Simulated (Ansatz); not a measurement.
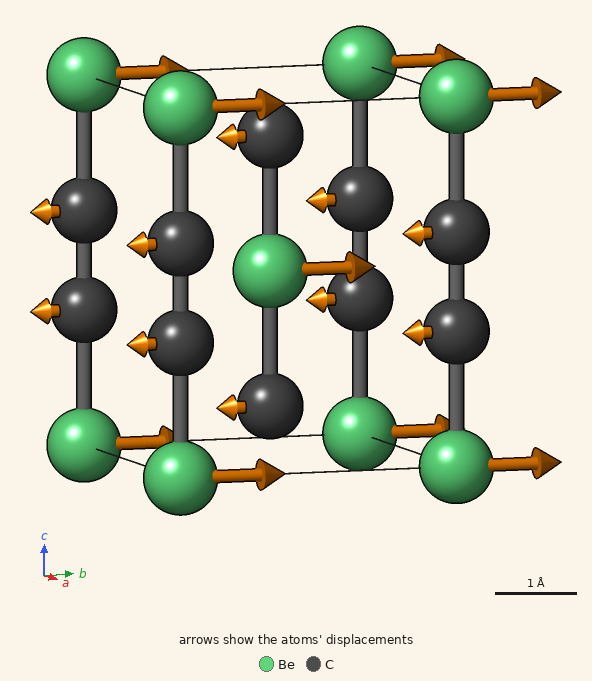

The lowest optical mode of solid BeC$_{2}$ (a generated structure) relaxed at 3 GPa, space group I4/mmm (No. 139), at the zone centre. Displacements are drawn as orange arrows; their common scale and sign are arbitrary. Style: ball-and-stick. Shown: the conventional cell (2 times the calculation's cell), slightly off an axis. Lengths and directions refer to the drawn axes.

Computed with DFT PBE, scalar-relativistic, plane waves, PAW (Ansatz). (plane-wave cutoff 420 eV; k-point mesh 8 × 8 × 8; occupations fixed; target pressure 3 GPa; no spin polarisation)

Frequencies are those without the non-analytic (LO–TO) term.

Is this crystal at a minimum with respect to the drawn distortion?

Answer. No. This is the E_u mode (doubly degenerate; one member of the set is drawn) at 49.1i meV, the lowest optical level, infrared-active by symmetry. The Be sublattice moves against the C sublattice, along b; the Be–C, C–C bond lengths don't change to first order, so for these it is a bending, tilting or sliding motion; the kinetic energy is shared as Be 73 %, C 27 %. The frequency is imaginary, so the structure is unstable against this distortion. Freezing in the drawn pattern lowers the space group from I4/mmm to Imm2 (No. 44). Its infrared intensity is 51 (D/Å)²/amu for the set.
